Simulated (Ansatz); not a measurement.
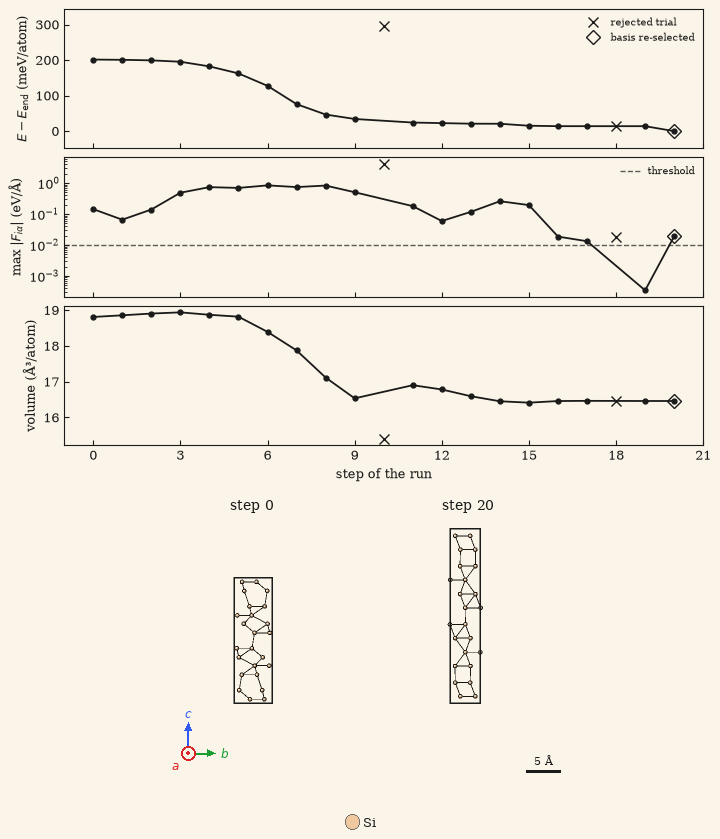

First and last geometry of a relaxation of solid Si (built on the alpha-boron_166 type), with the history of the run. Style: ball-and-stick. Shown: the conventional cell (3 times the calculation's cell), along the a axis. Lengths and directions refer to the drawn axes.

Case: alpha-boron type (R-3m, No. 166).

Computed with DFT PBEsol, scalar-relativistic, plane waves, PAW (Ansatz 0.2.0). Set-up: plane-wave cutoff 420 eV; k-point mesh 9 × 9 × 9; occupations gaussian; smearing width 0.1 eV; no spin polarisation; cell and atoms relaxed; force threshold 0.01 eV/Å; at most 80 steps.

### What do the curves and the structures tell?

The run was cut off at its time limit before the relaxation converged, so the last structure is only a point on the way. The largest moves relative to the cell, 0.49 Å, are those of Si atoms. The drawn cell changes as follows: a = b 6.497 → 5.156 Å (−20.6 %), c 18.522 → 25.739 Å (+39.0 %); the volume changes by −12.5 %. Near-neighbour distances that change, for instance: Si–Si 4.048 → 2.616 Å, Si–Si 2.699 → 4.116 Å, Si–Si 3.911 → 2.531 Å, Si–Si 2.449 → 2.540 Å. Bond angles that change, for instance: Si–Si–Si 111.6° → 62.3°, Si–Si–Si 63.9° → 107.4°, Si–Si–Si 100.2° → 60.9°. The space group stays R-3m (No. 166). After 17 accepted moves (20 points after the start) the energy has fallen by 202 meV per atom. Largest force component: 0.14 eV/Å at the start, 0.019 eV/Å at the end. Pressure: 0.36 GPa at the start and 0.35 GPa at the end. The line search rejected the trial steps at points 10, 18 of the run. At 1 point the geometry stayed and the basis and grid were re-selected for the new cell (energy shift of 14.0 meV per atom at most each time). The run took roughly 21 core-minutes on a shared host.
